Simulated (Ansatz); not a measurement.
## Transmission past a defect: W wire along [111], 4 atoms a period, Mg in place of one W

Aim: how much does this defect scatter, and at which energies?

Method: DFT PBE, plane waves, PAW; relaxation of a wire's period, in the first sound run; inputs show where later runs differ, in Ansatz 0.2.0.

### Step 1. Starting point

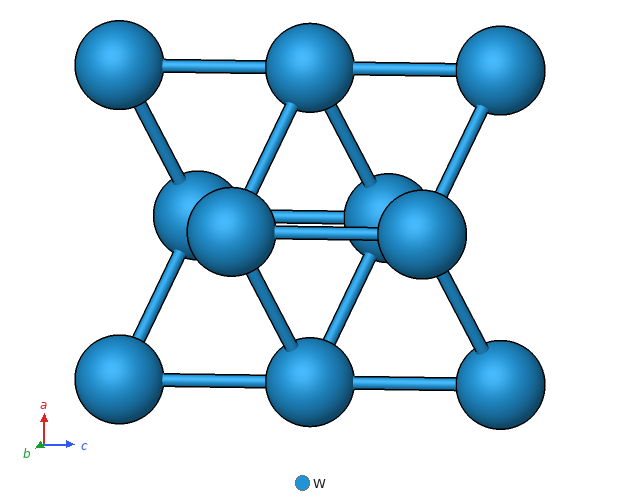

The starting structure, seen from the side, with the c axis across the page (tungsten blue). 1×1×2 cells are drawn. Some periodic images of atoms are drawn too.

The cell holds 4 atoms: 4 W. Cell: a = 11.283 Å, b = 9.388 Å, c = 2.745 Å, α = 90.0°, β = 90.0°, γ = 90.0°. Vacuum lies along a and b. The structure's axis is c.

### Step 2. Relaxing the period

Band widths follow the bond lengths, so the wire is relaxed first. The atoms and the third cell vector are free; the box across stays fixed as vacuum. A Fermi-Dirac smearing is set since the result may be a metal. The pressure printed is a third of the stress's trace over the whole box, vacuum included; only the stress along the axis is relaxed.

input.yaml reads:

```yaml
crystal:
  lattice:
    - [11.283, 0.0, 0.0]
    - [0.0, 9.388, 0.0]
    - [0.0, 0.0, 2.74530053]
  atoms:
    - { symbol: W, position: [0.301338297, 0.500015667, 0.0] }
    - { symbol: W, position: [0.500002526, 0.362164465, 0.333333333] }
    - { symbol: W, position: [0.500002526, 0.637866869, 0.666666667] }
    - { symbol: W, position: [0.698666755, 0.500015667, 0.0] }
kpoints:
  mp_grid: { grid: [1, 1, 30] }
scf:
  occupations: { method: fermi_dirac, width: 0.05 }
hamiltonian:
  xc: pbe
relax:
  cell: { fix: [a, b, alpha, beta, gamma] }
  max_steps: 60
```

On the command line:

```console
$ ansatz run input.yaml --threads 4 --pin off --max-ram 16384MiB --backend cpu --events-out ev --progress --plain --runs-dir out
```

Numbers of over 12 decimals in the logs are rounded to 6 here.

Output:

```text
Engine: ansatz 0.2.0, aarch64-unknown-linux-gnu
Pseudopotentials: kind: paw
Pseudopotential: W, paw, valence charge 14, recommended cutoff 420 eV (normal), W.paw.azcp
Functional definition: PBE
  parameter kappa = 0.804
  parameter beta = 0.066725
  exchange = pbe_x(kappa = kappa, mu = beta*pi^2/3)
  correlation = pbe_c(beta = beta)
Crystal: 4 atoms, lattice volume = 290.795 Å³
Basis set: ecut = 420 eV, 5687 PW (Γ), exchange–correlation on 160×128×40 points (8 copies of the dense FFT grid, shifted against one another)
Bands: 34, of which v1, the nominal top of the filled ones, is band 28 counted from 1 (27 counted from 0)
Symmetry: 4 space group operations
Space group: P2/m (ITA 10), of the structure as read, at distance tolerance 6.6e-5 Å
k-points: 16 of 30
Non-local potential: W, projectors of the file, l = 0: 3, l = 1: 2, l = 2: 2, l = 3: 1
PAW form: soft (Blöchl's): semilocal exchange-correlation on the pseudo side does not see the compensation charge
PAW one-centre angular grid: W, 590 points (default); XC on 64 Gauss nodes
Initial density: superposition of atomic densities (neutral atoms: chi_scale 0, normalization atom), corrected by the library's trained network
Initial wavefunctions: pseudopotential atomic-orbital guess
Functional: x = pbe(κ = 0.804, μ = 0.219515), c = pbe(β = 0.066725)
SCF iter   1: F=—  HF=-41527.790437 eV  |F-HF|=—  |Δ(HF+E_count)|=         —  Δρ=4.66e-3  dr2=5.76e-2  ethr=1.77e-3  ⟨swp⟩=7.9  Hψ=2502  notcnv=0
preconditioner: auto → LDOS  [metal: Δε(μ)=0.023 eV  Ē_g=3.157 eV  σ=0.050 eV  W_gap=0.11  n_scr=32 (ndim 8)  ℏωp=10.7 eV  f_vac=0.561  D(μ)=9.43/eV (n_scr^D=60)  β→1.0]
SCF iter   2: F=—  HF=-41527.797341 eV  |F-HF|=—  |Δ(HF+E_count)|=   6.90e-3  Δρ=2.70e-3  dr2=4.35e-2  ethr=1.03e-4  ⟨swp⟩=2.8  Hψ=1197  notcnv=0
SCF iter   3: F=—  HF=-41527.792907 eV  |F-HF|=—  |Δ(HF+E_count)|=   4.43e-3  Δρ=6.75e-4  dr2=2.49e-3  ethr=7.77e-5  ⟨swp⟩=2.0  Hψ=823  notcnv=0
SCF iter   4: F=—  HF=-41527.793233 eV  |F-HF|=—  |Δ(HF+E_count)|=   3.26e-4  Δρ=3.17e-4  dr2=8.55e-4  ethr=4.45e-6  ⟨swp⟩=2.3  Hψ=822  notcnv=0
SCF iter   5: F=—  HF=-41527.793257 eV  |F-HF|=—  |Δ(HF+E_count)|=   2.41e-5  Δρ=1.13e-4  dr2=1.17e-4  ethr=1.53e-6  ⟨swp⟩=2.0  Hψ=734  notcnv=0
SCF iter   6: F=—  HF=-41527.793260 eV  |F-HF|=—  |Δ(HF+E_count)|=   3.06e-6  Δρ=4.71e-5  dr2=1.23e-5  ethr=2.08e-7  ⟨swp⟩=2.0  Hψ=760  notcnv=0
SCF iter   7: F=—  HF=-41527.793125 eV  |F-HF|=—  |Δ(HF+E_count)|=   1.35e-4  Δρ=2.26e-5  dr2=4.46e-6  ethr=2.19e-8  ⟨swp⟩=2.0  Hψ=741  notcnv=0
SCF iter   8: F=—  HF=-41527.793125 eV  |F-HF|=—  |Δ(HF+E_count)|=   3.73e-7  Δρ=3.49e-6  dr2=1.02e-7  ethr=7.97e-9  ⟨swp⟩=2.0  Hψ=699  notcnv=0
SCF iter   9: F=-41527.793125 eV  HF=-41527.793125 eV  |F-HF|=1.98e-9  |Δ(HF+E_count)|=   1.81e-8  Δρ=8.84e-7  dr2=3.35e-9  ethr=1.79e-10  ⟨swp⟩=5.3  Hψ=2013  notcnv=0
SCF 1 converged in 9 iterations: F = -41527.793125 eV  dr2 = 3.35e-9
  greatest PAW one-centre occupation: 1.000 electrons in one spin orbital (limit 2), on the W atom at site 3 (counted from 0), in its partial waves of l = 0
relax step   1: F+E_penalty+E_count = -41527.79312519 eV  Δ(F+E_penalty+E_count) = +0.000e0 eV  max|allowed force component| = 3.576e0 eV/Å  Δτ_max = 0.0000 Å  P = -7.163 GPa  Ω = 290.795 Å³  fix = [a, b, alpha, beta, gamma]  reactions: a -8.962, b -4.300 GPa; alpha -1.035 GPa/rad  (9 SCF iters, dr2 threshold 1.00e-7 eV, accepted)
Crystal: 4 atoms, lattice volume = 285.135 Å³
Basis set: ecut = 420 eV, 5587 PW (Γ), exchange–correlation on 160×128×40 points (8 copies of the dense FFT grid, shifted against one another)
Initial density: handed on by an earlier stage of this run
Initial wavefunctions: those handed on with the density
SCF iter   1: F=—  HF=-41529.682933 eV  |F-HF|=—  |Δ(HF+E_count)|=         —  Δρ=1.87e-2  dr2=3.81e0  ethr=3.10e-3  ⟨swp⟩=10.1  Hψ=2759  notcnv=0
preconditioner: auto → LDOS  [metal: Δε(μ)=0.078 eV  Ē_g=4.069 eV  σ=0.050 eV  W_gap=0.36  n_scr=32 (ndim 8)  ℏωp=10.8 eV  f_vac=0.596  D(μ)=2.49/eV (n_scr^D=10)  β→1.0]
SCF iter   2: F=—  HF=-41533.227747 eV  |F-HF|=—  |Δ(HF+E_count)|=    3.54e0  Δρ=5.04e-2  dr2=4.26e1  ethr=3.10e-3  ⟨swp⟩=4.2  Hψ=1478  notcnv=0  defer=1  recentre
SCF iter   3: F=—  HF=-41529.228027 eV  |F-HF|=—  |Δ(HF+E_count)|=    4.00e0  Δρ=6.74e-3  dr2=4.05e-1  ethr=3.10e-3  ⟨swp⟩=4.6  Hψ=1518  notcnv=0  defer=3
SCF iter   4: F=—  HF=-41529.190666 eV  |F-HF|=—  |Δ(HF+E_count)|=   3.74e-2  Δρ=1.64e-3  dr2=1.99e-2  ethr=7.24e-4  ⟨swp⟩=2.5  Hψ=829  notcnv=0  defer=2
SCF iter   5: F=—  HF=-41529.189068 eV  |F-HF|=—  |Δ(HF+E_count)|=   1.60e-3  Δρ=4.97e-4  dr2=6.82e-4  ethr=3.55e-5  ⟨swp⟩=2.9  Hψ=1035  notcnv=0  defer=2
SCF iter   6: F=—  HF=-41529.189553 eV  |F-HF|=—  |Δ(HF+E_count)|=   4.86e-4  Δρ=1.48e-4  dr2=1.73e-4  ethr=1.22e-6  ⟨swp⟩=2.8  Hψ=990  notcnv=0  defer=2
SCF iter   7: F=—  HF=-41529.189456 eV  |F-HF|=—  |Δ(HF+E_count)|=   9.74e-5  Δρ=4.50e-5  dr2=1.97e-5  ethr=3.09e-7  ⟨swp⟩=2.1  Hψ=759  notcnv=0  defer=2
SCF iter   8: F=—  HF=-41529.189460 eV  |F-HF|=—  |Δ(HF+E_count)|=   4.04e-6  Δρ=1.41e-5  dr2=1.41e-6  ethr=3.52e-8  ⟨swp⟩=2.0  Hψ=744  notcnv=0  defer=2
SCF iter   9: F=-41529.189460 eV  HF=-41529.189460 eV  |F-HF|=3.39e-8  |Δ(HF+E_count)|=   6.41e-8  Δρ=4.72e-6  dr2=1.15e-7  ethr=7.14e-10  ⟨swp⟩=6.0  Hψ=2259  notcnv=0
SCF 2 converged in 9 iterations: F = -41529.189460 eV  dr2 = 1.15e-7
relax step   2: F+E_penalty+E_count = -41529.18945975 eV  Δ(F+E_penalty+E_count) = -1.396e0 eV  max|allowed force component| = 1.646e0 eV/Å  Δτ_max = 0.1950 Å  P = +0.754 GPa  Ω = 285.135 Å³  energy of the carried Pulay correction = +4.243e-4 eV  fix = [a, b, alpha, beta, gamma]  reactions: a -0.474, b +2.200 GPa; alpha -0.809 GPa/rad  (9 SCF iters, dr2 threshold 4.00e-7 eV, accepted)
Crystal: 4 atoms, lattice volume = 283.900 Å³
Basis set: ecut = 420 eV, 5559 PW (Γ), exchange–correlation on 160×128×40 points (8 copies of the dense FFT grid, shifted against one another)
iter 1 solved again at ethr=3.43e-4 eV; its pass at ethr=3.10e-3 eV (dr2=1.92e-1 eV) is discarded
SCF iter   1: F=—  HF=-41529.332708 eV  |F-HF|=—  |Δ(HF+E_count)|=         —  Δρ=6.80e-3  dr2=1.97e-1  ethr=3.43e-4  ⟨swp⟩=2.0  Hψ=2892  notcnv=0
preconditioner: auto → LDOS  [metal: Δε(μ)=0.034 eV  Ē_g=3.785 eV  σ=0.050 eV  W_gap=0.16  n_scr=32 (ndim 8)  ℏωp=10.8 eV  f_vac=0.593  D(μ)=4.72/eV (n_scr^D=22)  β→1.0]
SCF iter   2: F=—  HF=-41529.329830 eV  |F-HF|=—  |Δ(HF+E_count)|=   2.88e-3  Δρ=3.64e-3  dr2=1.11e-1  ethr=3.43e-4  ⟨swp⟩=3.2  Hψ=1068  notcnv=0
SCF iter   3: F=—  HF=-41529.310179 eV  |F-HF|=—  |Δ(HF+E_count)|=   1.97e-2  Δρ=1.26e-3  dr2=2.40e-2  ethr=1.98e-4  ⟨swp⟩=3.1  Hψ=1033  notcnv=0  defer=1
SCF iter   4: F=—  HF=-41529.306881 eV  |F-HF|=—  |Δ(HF+E_count)|=   3.30e-3  Δρ=5.08e-4  dr2=1.50e-3  ethr=4.29e-5  ⟨swp⟩=2.0  Hψ=780  notcnv=0  defer=1
SCF iter   5: F=—  HF=-41529.306835 eV  |F-HF|=—  |Δ(HF+E_count)|=   4.56e-5  Δρ=1.44e-4  dr2=2.40e-4  ethr=2.69e-6  ⟨swp⟩=2.2  Hψ=761  notcnv=0  defer=1
SCF iter   6: F=—  HF=-41529.306745 eV  |F-HF|=—  |Δ(HF+E_count)|=   9.01e-5  Δρ=4.46e-5  dr2=2.54e-5  ethr=4.28e-7  ⟨swp⟩=2.0  Hψ=700  notcnv=0  defer=1
SCF iter   7: F=—  HF=-41529.306744 eV  |F-HF|=—  |Δ(HF+E_count)|=   4.87e-7  Δρ=1.41e-5  dr2=1.59e-6  ethr=4.54e-8  ⟨swp⟩=2.2  Hψ=865  notcnv=0  defer=1
SCF iter   8: F=-41529.306745 eV  HF=-41529.306745 eV  |F-HF|=1.38e-8  |Δ(HF+E_count)|=   7.06e-8  Δρ=4.60e-6  dr2=1.38e-7  ethr=7.14e-10  ⟨swp⟩=5.9  Hψ=2177  notcnv=0
SCF 3 converged in 8 iterations: F = -41529.306745 eV  dr2 = 1.38e-7
relax step   3: F+E_penalty+E_count = -41529.30674452 eV  Δ(F+E_penalty+E_count) = -1.173e-1 eV  max|allowed force component| = 6.983e-1 eV/Å  Δτ_max = 0.0776 Å  P = -0.091 GPa  Ω = 283.900 Å³  energy of the carried Pulay correction = +5.184e-4 eV  fix = [a, b, alpha, beta, gamma]  reactions: a -0.047, b -0.132 GPa; alpha -0.970 GPa/rad  (8 SCF iters, dr2 threshold 4.00e-7 eV, accepted)
[...]
relax step   4: F+E_penalty+E_count = -41529.35070242 eV  Δ(F+E_penalty+E_count) = -4.396e-2 eV  max|allowed force component| = 1.591e-1 eV/Å  Δτ_max = 0.0514 Å  P = +0.076 GPa  Ω = 284.080 Å³  energy of the carried Pulay correction = +5.047e-4 eV  fix = [a, b, alpha, beta, gamma]  reactions: a +0.069, b +0.083 GPa; alpha -0.221 GPa/rad  (7 SCF iters, dr2 threshold 4.00e-7 eV, accepted)
[...]
relax step   5: F+E_penalty+E_count = -41529.35323954 eV  Δ(F+E_penalty+E_count) = -2.537e-3 eV  max|allowed force component| = 3.700e-2 eV/Å  Δτ_max = 0.0157 Å  P = -0.023 GPa  Ω = 284.268 Å³  energy of the carried Pulay correction = +4.903e-4 eV  fix = [a, b, alpha, beta, gamma]  reactions: a -0.149, b +0.124 GPa; alpha +0.004 GPa/rad  (6 SCF iters, dr2 threshold 4.00e-7 eV, accepted)
[...]
relax step   6: F+E_penalty+E_count = -41529.35330948 eV  Δ(F+E_penalty+E_count) = -6.994e-5 eV  max|allowed force component| = 1.522e-2 eV/Å  Δτ_max = 0.0026 Å  P = +0.039 GPa  Ω = 284.234 Å³  energy of the carried Pulay correction = +4.929e-4 eV  fix = [a, b, alpha, beta, gamma]  reactions: a -0.030, b +0.136 GPa; alpha +0.006 GPa/rad  (6 SCF iters, dr2 threshold 8.56e-8 eV, accepted)
[...]
relax step   7: F+E_penalty+E_count = -41529.35332307 eV  Δ(F+E_penalty+E_count) = -1.359e-5 eV  max|allowed force component| = 1.461e-3 eV/Å  Δτ_max = 0.0007 Å  P = +0.020 GPa  Ω = 284.224 Å³  energy of the carried Pulay correction = +4.937e-4 eV  fix = [a, b, alpha, beta, gamma]  reactions: a -0.064, b +0.125 GPa; alpha -0.001 GPa/rad  (5 SCF iters, dr2 threshold 1.45e-8 eV, accepted)
Basis set: ecut = 420 eV, 5587 PW (Γ), exchange–correlation on 160×128×36 points (8 copies of the dense FFT grid, shifted against one another)
Initial wavefunctions: pseudopotential atomic-orbital guess (no wavefunctions were taken with the density)
iter 1 solved again at ethr=1.37e-7 eV; its pass at ethr=3.10e-3 eV (dr2=7.68e-5 eV) is discarded
SCF iter   1: F=—  HF=-41529.352750 eV  |F-HF|=—  |Δ(HF+E_count)|=         —  Δρ=3.27e-5  dr2=4.22e-7  ethr=1.37e-7  ⟨swp⟩=4.2  Hψ=4326  notcnv=0
preconditioner: auto → LDOS  [metal: Δε(μ)=0.054 eV  Ē_g=3.820 eV  σ=0.050 eV  W_gap=0.26  n_scr=32 (ndim 8)  ℏωp=10.8 eV  f_vac=0.592  D(μ)=4.33/eV (n_scr^D=20)  β→1.0]
SCF iter   2: F=—  HF=-41529.352799 eV  |F-HF|=—  |Δ(HF+E_count)|=   4.90e-5  Δρ=3.91e-6  dr2=3.53e-8  ethr=7.54e-10  ⟨swp⟩=3.1  Hψ=1173  notcnv=0
SCF iter   3: F=—  HF=-41529.352799 eV  |F-HF|=—  |Δ(HF+E_count)|=   3.65e-9  Δρ=1.96e-6  dr2=2.53e-8  ethr=6.31e-11  ⟨swp⟩=2.6  Hψ=1059  notcnv=0
SCF iter   4: F=—  HF=-41529.352799 eV  |F-HF|=—  |Δ(HF+E_count)|=   2.81e-9  Δρ=5.74e-7  dr2=1.25e-9  ethr=4.52e-11  ⟨swp⟩=1.9  Hψ=657  notcnv=0
SCF iter   5: F=—  HF=-41529.352799 eV  |F-HF|=—  |Δ(HF+E_count)|=  3.93e-10  Δρ=1.75e-7  dr2=2.44e-10  ethr=2.23e-12  ⟨swp⟩=3.5  Hψ=1198  notcnv=0
SCF iter   6: F=-41529.352799 eV  HF=-41529.352799 eV  |F-HF|=2.91e-11  |Δ(HF+E_count)|=  2.18e-11  Δρ=6.19e-8  dr2=3.00e-11  ethr=1.00e-12  ⟨swp⟩=4.2  Hψ=2279  notcnv=0
SCF 8 converged in 6 iterations: F = -41529.352799 eV  dr2 = 3.00e-11
relax step   8: F+E_penalty+E_count = -41529.35279900 eV  Δ(F+E_penalty+E_count) = +5.241e-4 eV  max|allowed force component| = 1.591e-3 eV/Å  Δτ_max = 0.0000 Å  P = +0.021 GPa  Ω = 284.224 Å³  fix = [a, b, alpha, beta, gamma]  reactions: a -0.061, b +0.127 GPa; alpha -0.001 GPa/rad  stress off target by 1.78e-3 GPa on what of the cell is left free  SCF on the basis re-selected at this cell (its energy is not comparable with the rows above)  (6 SCF iters)
basis re-selected at this cell: Δ(F+E_penalty+E_count) = +5.241e-4 eV, ΔP = +0.002 GPa vs the last step (what re-selecting the basis moved, of the pressure what is left beyond the Pulay correction that the steps carried, after the strain that the cell walked since its last selection, with what the two solves' SCF thresholds leave and, on support functions, any second-order correction that the steps lacked; it is no measure of the basis error at this ecutwfc). The dense FFT grid was sized anew with the basis: this SCF ran on 80×64×18 points, the steps before it on 80×64×20, so part of this shift can come from that change (see relax.cell in the input reference). [rest of the remark cut]
SCF converged after 6 iterations
Free energy (F): -41529.352799 eV
Harris-Foulkes:  -41529.352799 eV  (|F-HF|=2.91e-11)
Internal energy: -41529.316464 eV  (E = F + TS)
E sigma→0 (E₀):  -41529.334631 eV
Entropy (-TS):   -0.036335 eV (-9.084 meV/atom)
Fermi energy:    1.844195 eV
--- Per-component energies (eV) ---
  E_band       = -1456.212800
  E_kinetic    = 1790.239179
  E_local      = -18189.914770  (includes V_loc(G=0)·N_el)
  E_nonlocal   = 16.042920
  E_hartree    = 8185.181308
  E_xc         = -1057.251379
  E_vxc        = -941.263200  (∫ρ·V_xc dr)
  E_paw        = -34252.274641  (= ΣΔE_a)
  E_vpaw       = -501.679052  (= ΣTr[D̂ρ^β])
  E_aug_tail   = -0.000245  (compensation charges beyond the density's cutoff)
  E_ewald      = 1978.661164
  E_smearing   = -0.036335  (= −TS)
  E_closure    = 0.000000  (closes the sum)
  Σ components = -41529.352799   (vs F -41529.352799, Δ=0.00e0)
--- Forces (eV/Å), atoms counted from 1 ---
  atom   1  W     -0.00048602     0.00000000     0.00000000
  atom   2  W      0.00000000    -0.00159117     0.00004799
  atom   3  W      0.00000000     0.00159117    -0.00004799
  atom   4  W      0.00048602     0.00000000     0.00000000
  max |Σ_I F_I| component: 2.17e-19 eV/Å
--- Stress (GPa, compression-positive) ---
       -0.060689       0.000000       0.000000
        0.000000       0.126738       0.000893
        0.000000       0.000893      -0.001777
  P = ⅓ Tr σ = 0.0214 GPa (0.214 kbar)
--- Relaxed structure (7 steps of the walk, 7 accepted, 1 SCFs on fresh bases) ---
  F+E_penalty+E_count = -41529.35279900 eV   max|allowed force component| = 1.591e-3 eV/Å   (the final SCF, on the basis selected at the relaxed cell)
  cell:  # Å, volume = 284.2242 Å³
    - [11.283, 0.0, 0.0]
    - [0.0, 9.388, 0]
    - [0.0, 0, 2.683264]
  atoms:
    - { symbol: W, position: [0.321836, 0.500016, 0] }
    - { symbol: W, position: [0.500002526, 0.370295, 0.292252] }
    - { symbol: W, position: [0.500002526, 0.629736, 0.707748] }
    - { symbol: W, position: [0.678169, 0.500016, 0] }
```

The job ended after 16 s (4 threads of Arm Neoverse V2, shared host; peak memory 0.65 GiB; 59 s of CPU time).

The steps of the relaxation:

```
step  energy less that of the first step (eV)  largest force component (eV/Å)  pressure (GPa)  volume (Å³)
   1                                   0.0000                          3.5762           -7.16       290.80
   2                                  -1.3963                          1.6460            0.75       285.14
   3                                  -1.5136                          0.6983           -0.09       283.90
   4                                  -1.5576                          0.1591            0.08       284.08
   5                                  -1.5601                          0.0370           -0.02       284.27
   6                                  -1.5602                          0.0152            0.04       284.23
   7                                  -1.5602                          0.0015            0.02       284.22
  8*                                  -1.5597                          0.0016            0.02       284.22
```

Relaxation steps marked * repeat the geometry before them on a plane-wave basis chosen anew for their cell, so energy and pressure can jump there.

The run keeps the 4 symmetry operations that it works with, so distortions that break them were not tested.

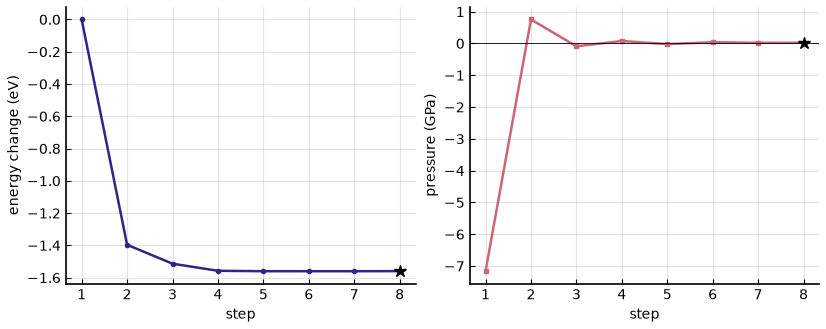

Energy and pressure along the relaxation. Stars mark steps on a basis chosen anew.

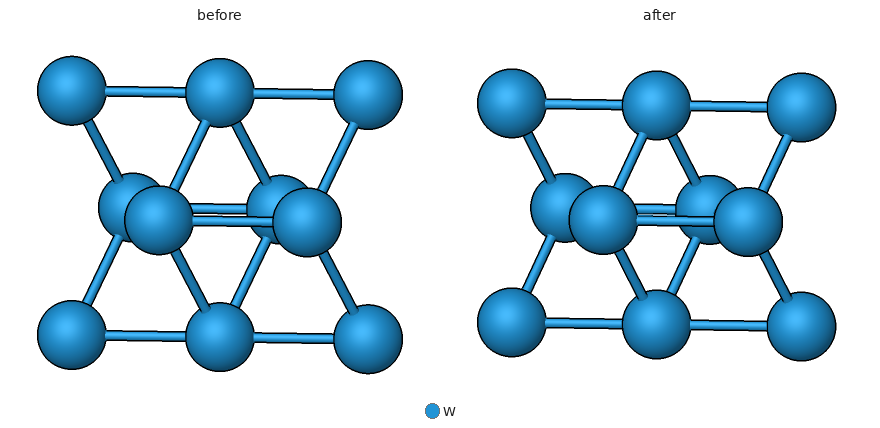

Before and after, at one scale.

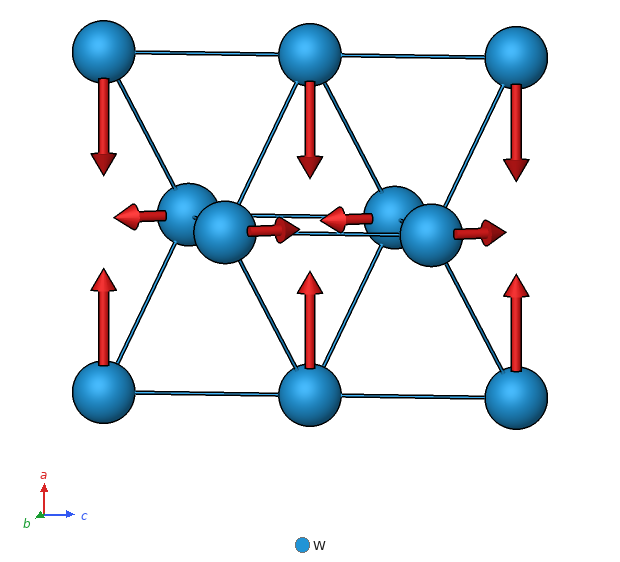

Displacements in the relaxation, exaggerated, measured against the changing cell; the longest in the cell stands for 0.23 Å. 1×1×2 cells are drawn. Some periodic images of atoms are drawn too.

```
cell as run  before  after  change
      c (Å)   2.745  2.683  -2.3 %
```

The atoms that moved most (Å, along periodic axes as changes of fractional coordinates times the final cell, across vacuum about the mean position):

```
atom      dx      dy      dz  length
  W1   0.231   0.000   0.000   0.231
  W4  -0.231   0.000   0.000   0.231
  W3   0.000  -0.076   0.110   0.134
  W2   0.000   0.076  -0.110   0.134
```

Final coordinates:

```cif
data_structure
_symmetry_space_group_name_H-M 'P 1'
_symmetry_Int_Tables_number 1
_cell_length_a 11.2830
_cell_length_b 9.3880
_cell_length_c 2.6833
_cell_angle_alpha 90.000
_cell_angle_beta 90.000
_cell_angle_gamma 90.000
_cell_volume 284.22
loop_
_atom_site_label
_atom_site_type_symbol
_atom_site_fract_x
_atom_site_fract_y
_atom_site_fract_z
_atom_site_occupancy
W1 W 0.32184 0.50002 0.00000 1
W2 W 0.50000 0.37030 0.29225 1
W3 W 0.50000 0.62974 0.70775 1
W4 W 0.67817 0.50002 0.00000 1
```

This step gave:

```
energy at zero smearing    : -41529.3346 eV
cell length along the wire : 2.683 Å
```

The cell's length comes to 2.683 Å with spin left out.

(Continued in part 2 of 4.)

[Logs are printed without paths, hosts, clocks, repeated set-up lines and the standing remarks that a program may print on its own settings, such as how far it seeks lower states.]

[Hosts, paths, dates, database ids (printed as entryN), source tags and the programs' standing remarks are cut or masked in the printed files.]
